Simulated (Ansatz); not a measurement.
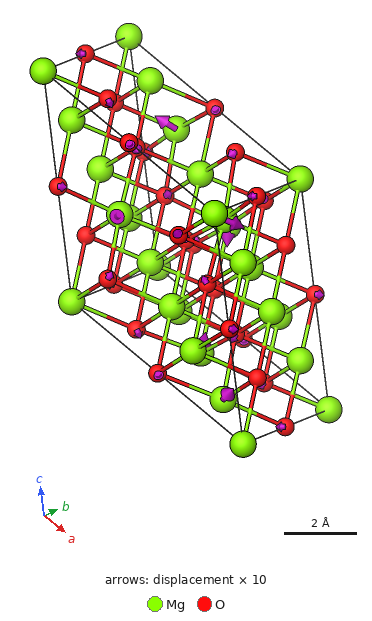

This is a relaxation of a defect cell of composition Mg16O15 (cell charge +2). The starting structure is drawn; purple arrows show the displacements, 10 times their true length.

Style: ball-and-stick. Shown: the cell of the calculation, slightly off an axis.

Method: DFT PBEsol, scalar-relativistic, plane waves, PAW in Ansatz 0.2.0. Set-up: plane-wave cutoff 420 eV; k-point mesh 2 × 2 × 2; occupations gaussian; smearing width 0.02 eV; mesh shifted by (0.5, 0.5, 0.5); collinear spin; atoms relaxed in a fixed cell; force threshold 0.03 eV/Å; at most 40 steps.

**Which element moves most?**

Magnesium: up to 0.077 Å, against 0.031 Å for oxygen.

**What did the optimiser do to the structure, and how much energy did it gain?**

The atom that moves furthest is a Mg atom (0.077 Å roughly along [−1 −1 0]). By element the largest moves are Mg 0.077 Å, O 0.031 Å. The cell stays as it was. Among the contacts that change: Mg–O 2.028 → 1.952 Å, Mg–O 2.107 → 2.080 Å, Mg–O 2.122 → 2.143 Å. Bond angles that change, for instance: O–Mg–O 174.6° → 169.5°, Mg–O–Mg 95.5° → 100.5°, Mg–O–Mg 95.7° → 100.5°. The energy falls by 0.385 eV per cell of the calculation in 3 geometry steps. Largest force component: 1.4 eV/Å at the start, 0.0018 eV/Å at the end. The program noted that the starting moments weren't kept. Cost: 47 s on 8 threads of Arm Neoverse V1, on a shared host, peak memory 1.8 GiB.

Limits of the set-up: the periodic images lie only 7.3 Å apart, so the values are limited by the cell's size; the cell is charged, on a uniform background, and energies carry no finite-size correction.
